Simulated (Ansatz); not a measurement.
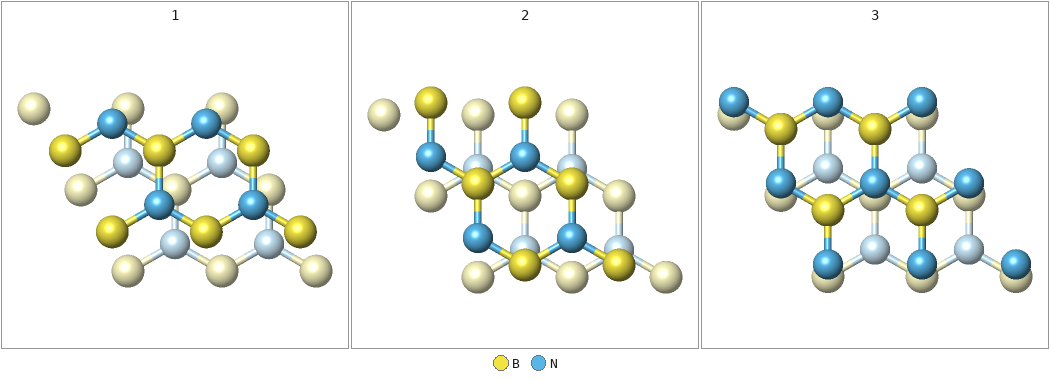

A bilayer of two BN sheets (4 atoms in the cell). The upper layer of a bilayer is slid over the lower one; relaxed at each slide: nothing; the origin of the map has B3 above B1; the distance between the facing planes is held at 3.73 Å. Places are given modulo a cell vector. The map is drawn in real space over the plane of the slide. The scan uses a 6 × 6 grid; 7 points were computed and 29 follow by symmetry. Energies are in meV/Å², from the lowest grid point. At a held distance the lowest stacking need not be the one that binds best once the distance relaxes. Level of theory: DFT PBE+D3(BJ), scalar-relativistic, plane waves, PAW in Ansatz. Settings: cutoff 420 eV, k-mesh 12×12×1, gaussian smearing 0.05 eV, no spin polarisation.

The numbered pictures are structures from this grid. They are seen from 5° off the normal. The lower layer is drawn fainter.

Which is the most stable, and how do the others follow?

3, at (2/6, 4/6) of the cell vectors: 0.00 meV/Å²; 2, at (3/6, 0/6) of the cell vectors: 0.19 meV/Å²; 1, at (0/6, 2/6) of the cell vectors: 0.58 meV/Å².

The map, with the structures marked:

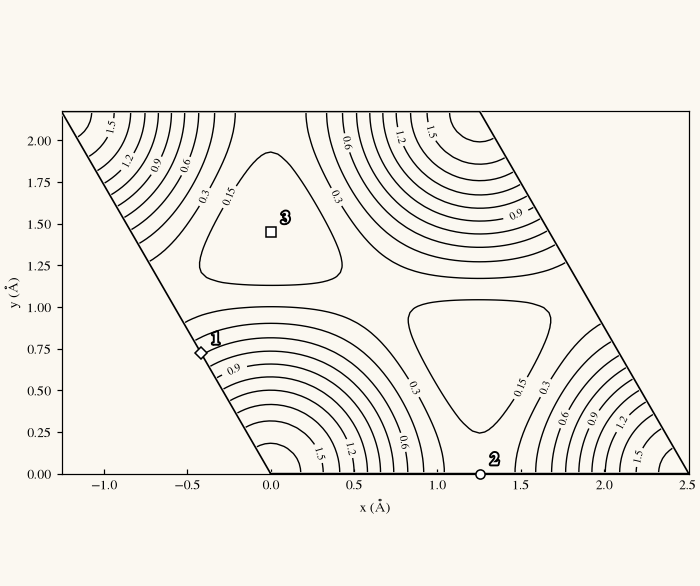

In the figure: contour lines labelled in meV/Å², the outline of one cell of the plane. Between grid points the surface is interpolated.
